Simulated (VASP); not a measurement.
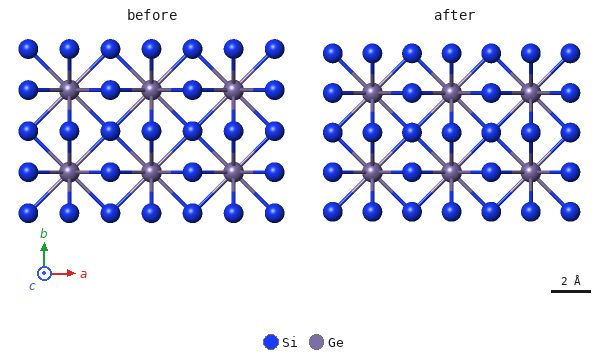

The structure of crystalline Si₃Ge (a generated structure, set up in P4/mmm) before (left) and after (right) a relaxation, at one scale.

Style: ball-and-stick. Shown: the cell of the calculation, repeated 2 × 1 × 1 with one cell outlined, along the c axis.

The run lets cell and atoms move.

All numbers below come from Kohn-Sham DFT of a periodic cell, PBE, VASP PAW PBE potentials, recommended in VASP.

Input
```
SYSTEM = Si3Ge
PREC = Normal
ENCUT = 520
EDIFF = 1E-4
ISMEAR = 0
SIGMA = 0.15
LREAL = .FALSE.
LASPH = .TRUE.
NELM = 60
ALGO = Fast
ISIF = 3
LWAVE = .FALSE.
LCHARG = .FALSE.
GGA = PE
IBRION = 2
NSW = 24
EDIFFG = -0.08
```

Command:
```bash
cat potpaw_PBE.64/Si/POTCAR potpaw_PBE.64/Ge_d/POTCAR > POTCAR
mpirun -np 1 vasp_std > vasp.out
```

### Describe what moved and what it gained.

The atoms keep their places relative to the cell (all moves are under 0.005 Å). Cell: a = b 4.224 → 4.075 Å (−3.5 %), c 3.985 → 3.845 Å (−3.5 %). Volume −10.2 %. Some distances before and after: Ge–Si 2.987 → 2.881 Å, Ge–Si 2.903 → 2.801 Å. The space group stays P4/mmm (No. 123). After 1 geometry step the energy has fallen by 0.146 eV per cell of the calculation. All forces vanish by symmetry, so only the cell relaxes. Pressure: −6.57 GPa at the start and −0.23 GPa at the end. The volume changes by over a tenth within one run on a fixed set of plane waves, so the end point should be relaxed again from the new cell.
